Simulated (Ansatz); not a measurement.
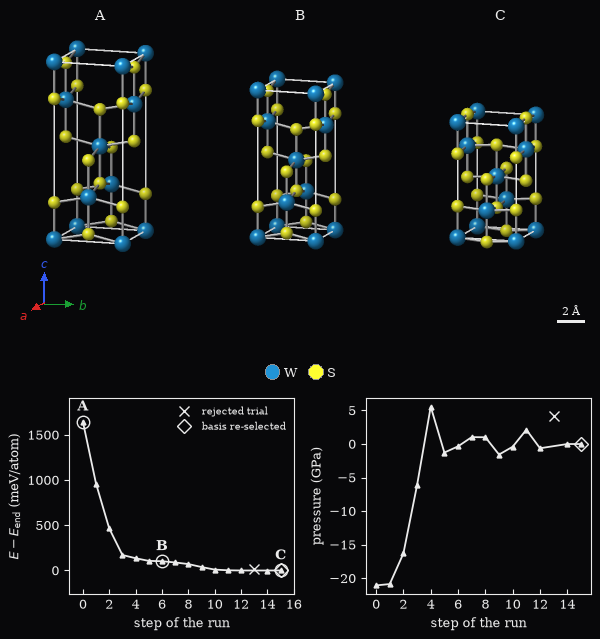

Frames of a relaxation of a crystal of WS₂ (built on the anatase type), marked on the history of the run. The picture is a ball-and-stick view of the conventional cell (2 times the calculation's cell), seen slightly off an axis. Lengths and directions refer to the drawn axes.

All numbers below come from DFT, PBEsol, plane waves, PAW in Ansatz 0.2.0. (plane-wave cutoff 420 eV; k-point mesh 6 × 6 × 6; occupations fermi dirac; smearing width 0.03 eV; no spin polarisation; cell and atoms relaxed; force threshold 0.01 eV/Å; at most 120 steps)

**Describe the path.**

The largest moves relative to the cell, 0.57 Å, are those of S atoms. W stays in place. The drawn cell changes as follows: a = b 5.501 → 4.715 Å (−14.3 %), c 13.808 → 8.959 Å (−35.1 %); the volume changes by −52.3 %. Some distances before and after: S–W 2.811 → 2.366 Å, S–W 2.872 → 2.438 Å. Among the angles between lasting bonds that change: W–S–W 101.9° → 85.2°, S–W–S 78.1° → 94.8°, S–W–S 101.9° → 85.2°. The space group stays I4_1/amd (No. 141). Over 13 accepted moves (15 points after the start) the energy falls by 1647 meV per atom. The largest force component goes from 1.6 to 0.00043 eV/Å. The pressure goes from −21.06 to −0.01 GPa. The line search rejected the trial step at point 13 of the run. The SCF was repeated once at an unchanged geometry on a basis and grid sized afresh for the cell, which shifted the energy by 0.6 meV per atom at most. From step 0 to 6: volume −40.6 %, energy −1545 meV per atom. From step 6 to 15: S atoms move most (0.57 Å), volume −19.8 %, energy −102 meV per atom.

```tsv
step	E − E(0), meV/atom	largest force component, eV/Å	pressure, GPa	volume, Å³/atom	note
0	0.00	1.5645	-21.06	34.825	
1	-687.94	1.3328	-20.86	30.266	
2	-1182.53	0.4168	-16.30	26.489	
3	-1476.42	0.6463	-6.14	22.638	
4	-1512.06	0.3606	5.55	19.888	
5	-1541.51	0.1012	-1.28	20.979	
6	-1545.07	0.1249	-0.36	20.700	
7	-1559.09	0.3615	1.02	19.825	
8	-1576.57	0.5997	1.00	18.970	
9	-1609.47	0.3703	-1.58	18.295	
10	-1637.88	0.3391	-0.41	17.255	
11	-1645.58	0.0335	2.12	16.247	
12	-1647.68	0.0303	-0.64	16.635	
13	-1626.01	0.3440	4.18	17.003	rejected
14	-1647.84	0.0009	-0.01	16.596	
15	-1647.20	0.0004	-0.01	16.596	same geometry, new basis
```
